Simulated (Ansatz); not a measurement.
# ZnSn₂N₂: what the fields show

```yaml
crystal:
  lattice:
    - [6.75313, 0.00000, 0.00000]
    - [0.00000, 6.75313, 0.00000]
    - [0.00000, 0.00000, 5.55738]
  atoms:
    - { symbol: Zn, position: [0.00000, 0.50000, 0.00000] }
    - { symbol: Zn, position: [0.50000, 0.00000, 0.50000] }
    - { symbol: Sn, position: [0.76146, 0.00000, 0.00000] }
    - { symbol: Sn, position: [0.23854, 0.00000, 0.00000] }
    - { symbol: Sn, position: [0.00000, 0.76146, 0.50000] }
    - { symbol: Sn, position: [0.00000, 0.23854, 0.50000] }
    - { symbol: N, position: [0.77649, 0.00000, 0.50000] }
    - { symbol: N, position: [0.22351, 0.00000, 0.50000] }
    - { symbol: N, position: [0.00000, 0.77649, 0.00000] }
    - { symbol: N, position: [0.00000, 0.22351, 0.00000] }
```

Space group P4₂/mmc; a generated structure, not necessarily the stable one.

These are results of Ansatz, DFT PBE, scalar-relativistic, plane waves, PAW, not measurements.

In a PAW calculation such maps are meaningful between the atoms, not at the nuclei.

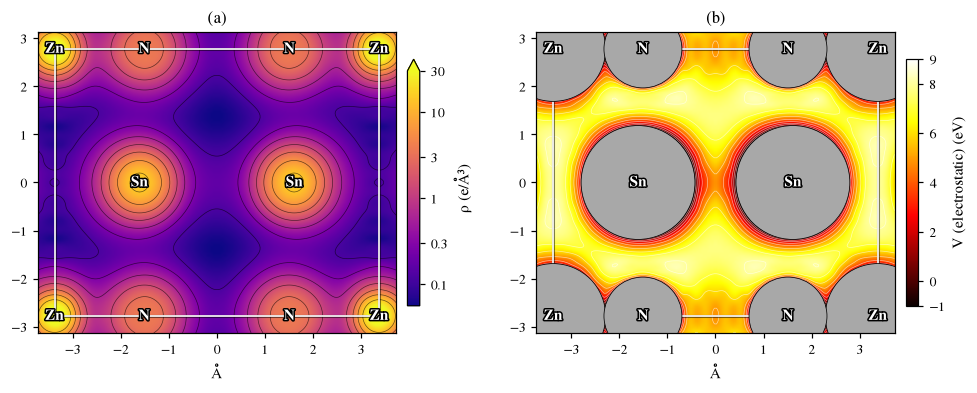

Figure 1. (a) valence charge density (pseudo); (b) electrostatic potential (local pseudopotential plus Hartree) felt by an electron on the (010) plane of the conventional cell. Grey discs cover the atomic cores in the potential map.

Question: What does the map show?

Answer: Atoms in the plane: Zn, Sn and N. Zn–N (1.87 Å): ρ at the midpoint is about 0.85 e/Å³. Between the atoms the lowest density in this plane is 0.06 e/Å³. Outside the cores the potential energy rises away from the atoms and is highest about 1.2 Å from the nearest atoms; its zero is arbitrary.

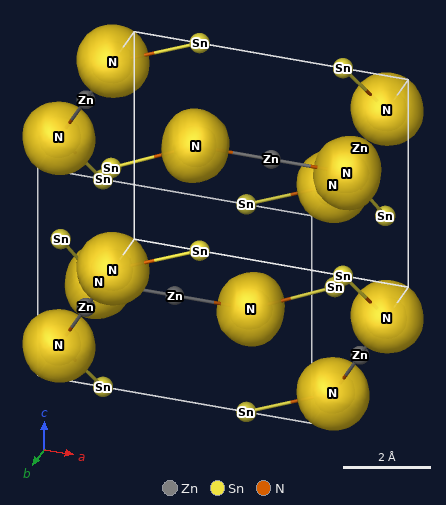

Figure 2. Isosurface of the ELF at 0.75 (yellow), seen at an oblique angle. Only the valence region is drawn (cores and ρ < 0.01 e/Å³ removed). Sticks mark near contacts.

Question: Where are the electrons localised?

Answer: The ELF exceeds this value in four regions wrapped around N (the valence shell of each), counted in one cell of 10 atoms. Any copies at cell faces, edges or corners count once. Profiles from the grid: Zn–N (1.87 Å): the ELF peaks at about 0.85 in the valence shell of N, 0.6 Å from its nucleus, and is about 0.45 at the midpoint. Sn–N (2.21 Å): the ELF peaks at about 0.85 in the valence shell of N, 0.7 Å from its nucleus, and is about 0.30 at the midpoint.

Question: Does the calculation make it a metal, or give it a gap?

Answer: It is gapless in this calculation (a metal or semimetal).
